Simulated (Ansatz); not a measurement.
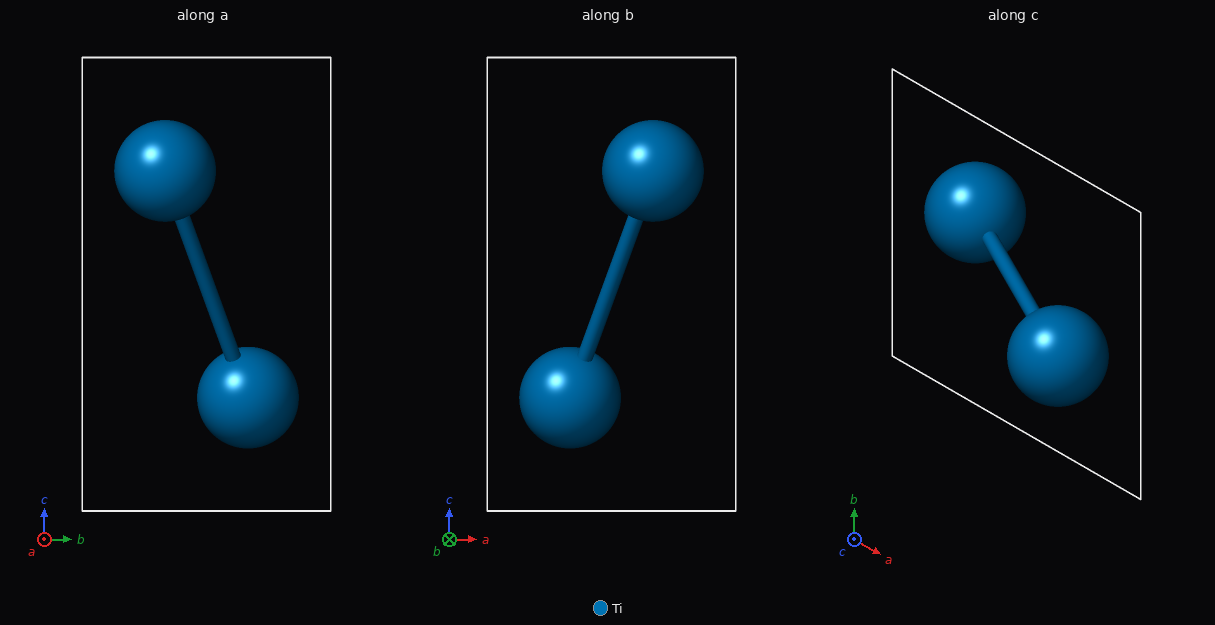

This ball-and-stick model is shown along the a axis, along the b axis and along the c axis. The conventional unit cell is drawn as a box.

Lattice parameters: a = 3.0482 Å, b = 3.0482 Å, c = 4.8166 Å, α = 90.000°, β = 90.000°, γ = 120.000°.

Set out the cell and atoms as a CIF with its space group and independent sites.

```cif
data_structure
_symmetry_space_group_name_H-M 'P 63/m m c'
_symmetry_Int_Tables_number 194
_cell_length_a 3.0482
_cell_length_b 3.0482
_cell_length_c 4.8166
_cell_angle_alpha 90.000
_cell_angle_beta 90.000
_cell_angle_gamma 120.000
_cell_volume 38.76
loop_
_atom_site_label
_atom_site_type_symbol
_atom_site_symmetry_multiplicity
_atom_site_Wyckoff_symbol
_atom_site_fract_x
_atom_site_fract_y
_atom_site_fract_z
_atom_site_occupancy
Ti1 Ti 2 c 0.6667 0.3333 0.7500 1
```

The structure comes from a structure type filled with this element by a generator (whether the element takes this form wasn't checked). Earlier steps of the study may have refined or changed the cell and positions. An electronic-structure calculation with Ansatz was run on it.

At this level of theory the cell isn't at rest (stretched, at -11 GPa), so its distances can differ from those at equilibrium, the more so the softer the solid.
